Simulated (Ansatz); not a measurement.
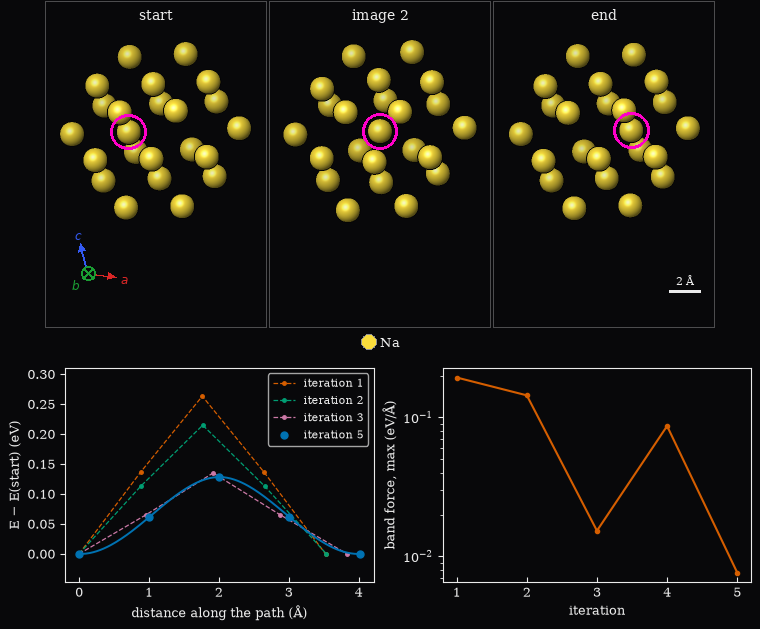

A nudged-elastic-band calculation for a defect cell of composition Na with a Na vacancy (19 atoms in the cell). Images are numbered from 0 (start) to 4 (end). The plot follows the band through its iterations. The picture is a spheres-only view of the atoms within 6.0 Å of the middle of the path, seen from a free direction. The moving atom is ringed, with any periodic copies.

Computed with DFT PBEsol, scalar-relativistic, plane waves, PAW (Ansatz).

The input:
```yaml
crystal:
  lattice:
    - [-3.7266933756, 7.4533867512, -5.2236781878]
    - [3.7266933756, -7.4533867512, -5.2236781878]
    - [-7.4533867512, -3.7266933756, 5.2236781878]
  atoms:
    - { symbol: Na, position: [0.695923758, 0.8984038424, 0.6020690192] }
    - { symbol: Na, position: [0.8485921113, 0.9495877919, 0.2981799032] }
    - { symbol: Na, position: [0.1061452612, 0.704076242, 0.8024800844] }
    - { symbol: Na, position: [0.2514078887, 0.7504122081, 0.5018200968] }
    - { symbol: Na, position: [0.404076242, 0.8015961576, 0.1979309808] }
    - { symbol: Na, position: [0.6495877919, 0.5514078887, 0.7009956806] }
    - { symbol: Na, position: [0.8, 0.6, 0.4] }
    - { symbol: Na, position: [0.9536417691, 0.6469991994, 0.1006409685] }
    - { symbol: Na, position: [0.05, 0.35, 0.9] }
    - { symbol: Na, position: [0.2036651768, 0.4061452612, 0.6020690192] }
    - { symbol: Na, position: [0.3469991994, 0.4463582309, 0.2933574303] }
    - { symbol: Na, position: [0.5015961576, 0.5036651768, -0.0024800844] }
    - { symbol: Na, position: [0.5984038424, 0.1963348232, 0.8024800844] }
    - { symbol: Na, position: [0.7530008006, 0.2536417691, 0.5066425697] }
    - { symbol: Na, position: [0.8963348232, 0.2938547388, 0.1979309808] }
    - { symbol: Na, position: [0.1463582309, 0.0530008006, 0.6993590315] }
    - { symbol: Na, position: [0.3, 0.1, 0.4] }
    - { symbol: Na, position: [0.4504122081, 0.1485921113, 0.0990043194] }
    - { symbol: Na, position: [-0.0061452612, -0.004076242, -0.0024800844] }
basis:
  ecutwfc: 420
kpoints:
  mp_grid: { grid: [4, 4, 4] }
hamiltonian:
  xc: pbesol
scf:
  occupations: { method: gaussian, width: 0.1 }
output:
  forces: true
neb:
  images: 3
  f_tol: 0.05
  max_iterations: 60
  order_check: false
  final_atoms:
    - { symbol: Na, position: [0.6963582053, 0.9030007016, 0.5993589069] }
    - { symbol: Na, position: [0.85, 0.95, 0.3] }
    - { symbol: Na, position: [0.5438549518, 0.8459238866, 0.897520027] }
    - { symbol: Na, position: [0.2459238866, 0.7484038596, 0.5020689348] }
    - { symbol: Na, position: [0.398592196, 0.7995877689, 0.1981799649] }
    - { symbol: Na, position: [0.6561450482, 0.5540761134, 0.702479973] }
    - { symbol: Na, position: [0.801407804, 0.6004122311, 0.4018200351] }
    - { symbol: Na, position: [0.9540761134, 0.6515961404, 0.0979310652] }
    - { symbol: Na, position: [0.0515961404, 0.3536650752, 0.897520027] }
    - { symbol: Na, position: [0.1995877689, 0.401407804, 0.6009955729] }
    - { symbol: Na, position: [0.35, 0.45, 0.3] }
    - { symbol: Na, position: [0.5036417947, 0.4969992984, 0.0006410931] }
    - { symbol: Na, position: [0.6, 0.2, 0.8] }
    - { symbol: Na, position: [0.7536650752, 0.2561450482, 0.5020689348] }
    - { symbol: Na, position: [0.8969992984, 0.2963582053, 0.1933575037] }
    - { symbol: Na, position: [0.1484038596, 0.0463349248, 0.702479973] }
    - { symbol: Na, position: [0.3030007016, 0.1036417947, 0.4066424963] }
    - { symbol: Na, position: [0.4463349248, 0.1438549518, 0.0979310652] }
    - { symbol: Na, position: [0.0004122311, -0.001407804, -0.0009955729] }
  climbing: immediate
```

Run as
```bash
ansatz run input.yaml --threads 4 --pin off --max-ram 9216MiB --backend cpu --events-out ev --progress --plain --runs-dir out
```

How did the profile develop, and is the result final?

Answer. The run is converged, with reservations. The band converged in 5 iterations. The largest component of the band force went from 0.19 to 0.0076 eV/Å. The climbing image converged on the top of the path. Its curvatures weren't checked. The first iteration put the highest image at 0.263 eV. The two ends have the same energy, and the highest point, image 2, lies 0.128 eV above the start.
